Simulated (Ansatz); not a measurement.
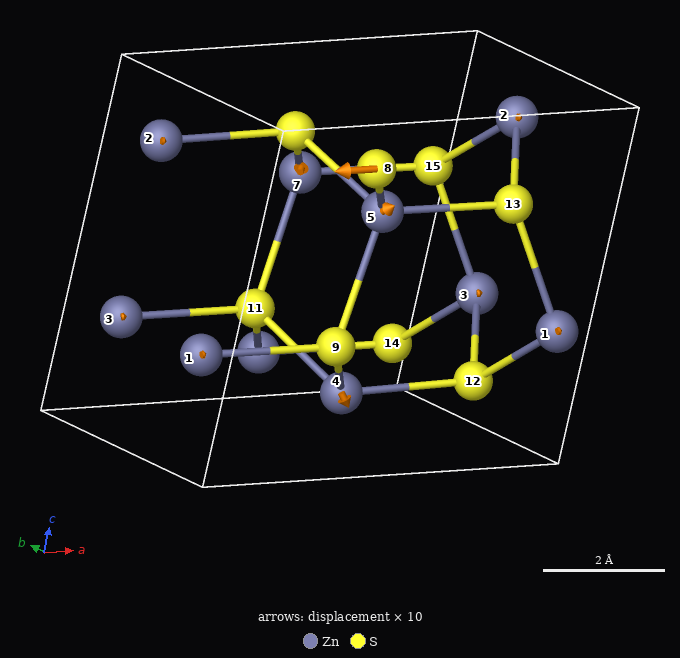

This is a relaxation of a defect cell of composition Zn₇S₈. The starting structure is drawn; orange arrows show the displacements, 10 times their true length.

The picture is a ball-and-stick view of the cell of the calculation, seen slightly off an axis.

Case: Zn vacancy (site b), charge +0, atoms relaxed at the host's cell, started again with a moment of 0 muB.

These are results of DFT PBE, scalar-relativistic, plane waves, PAW in Ansatz, not measurements. Set-up: plane-wave cutoff 420 eV; k-point mesh 2 × 2 × 2; occupations gaussian; smearing width 0.01 eV; no spin polarisation; atoms relaxed in a fixed cell; force threshold 0.025 eV/Å; at most 45 steps.

### Atoms of which element are displaced furthest, and by how much?

Sulfur: up to 0.075 Å, against 0.030 Å for zinc.

### Describe the change and its energy.

The energy falls by 12.1 meV per cell of the calculation in 2 geometry steps. Largest force component: 0.19 eV/Å at the start, 0.016 eV/Å at the end. The largest move is that of an S atom, 0.075 Å along −a. Largest moves by element: S 0.075 Å, Zn 0.030 Å. The lattice vectors keep their values. Some distances before and after: S–Zn 2.337 → 2.322 Å, S–Zn 2.381 → 2.395 Å, S–Zn 2.323 → 2.331 Å, S–Zn 2.371 → 2.377 Å. Among the angles between lasting bonds that change: S–Zn–S 111.8° → 114.8°, Zn–S–Zn 108.5° → 106.1°. The run took 5.3 s on 4 threads of Arm Neoverse V2, with other jobs on the host, peak memory 0.81 GiB.

Limits of the set-up: the k-point mesh is coarse for a cell with partly filled bands; the periodic images lie only 6.3 Å apart, so the values are limited by the cell's size.
